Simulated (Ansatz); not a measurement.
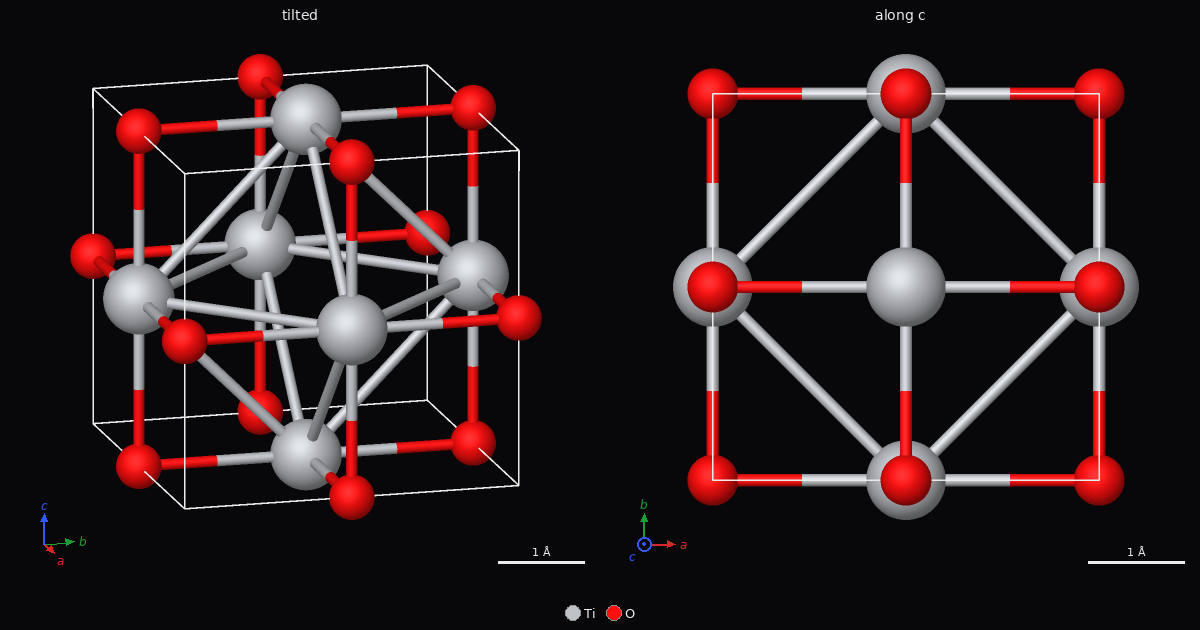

An orthographic ball-and-stick view of the structure, slightly off an axis and along the c axis. The edges of the conventional unit cell are marked. Cell: a = 4.03 Å, b = 4.03 Å, c = 4.03 Å, α = 90.00°, β = 90.00°, γ = 90.00°.

The cell started as a structure listed in the Materials Project. Earlier steps of the study may have refined or changed the cell and positions. It went into a calculation with Ansatz.

> Summary of the structure:

It has the composition TiO. It is primitive cubic, space group Pm-3m (No. 221). Cell content 3 Ti, 3 O; Z = 3. The coordination shell of Ti holds eight Ti and four O (about 2.9 Å to Ti, 2.0 Å to O). O bonds to four Ti in a square planar arrangement at about 2.0 Å. The bonds build a three-dimensional framework.

Setup: DFT PBEsol, scalar-relativistic, plane waves, PAW in Ansatz 0.2.0; an energy cutoff of 420 eV, k-points on a 10×10×10 grid, Gaussian smearing of 0.1 eV, no spin polarisation.

> What does the calculation say: metal or gapped?

A metal: bands cross the Fermi level.

> What are the atomic charges by Bader's partition?

Ti +1.28 e; O -1.28 e.

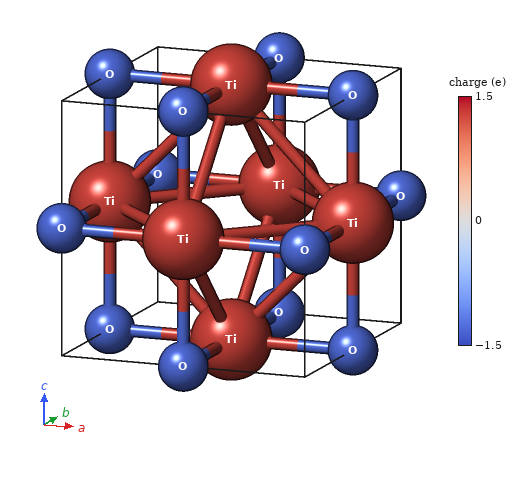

The atoms coloured by those charges. The run's cell of 6 atoms is drawn.

> Does this geometry sit at a stationary point of the energy?

Yes. All forces vanish to within 0.01 eV/Å. The pressure is 0.0 GPa, close to zero.
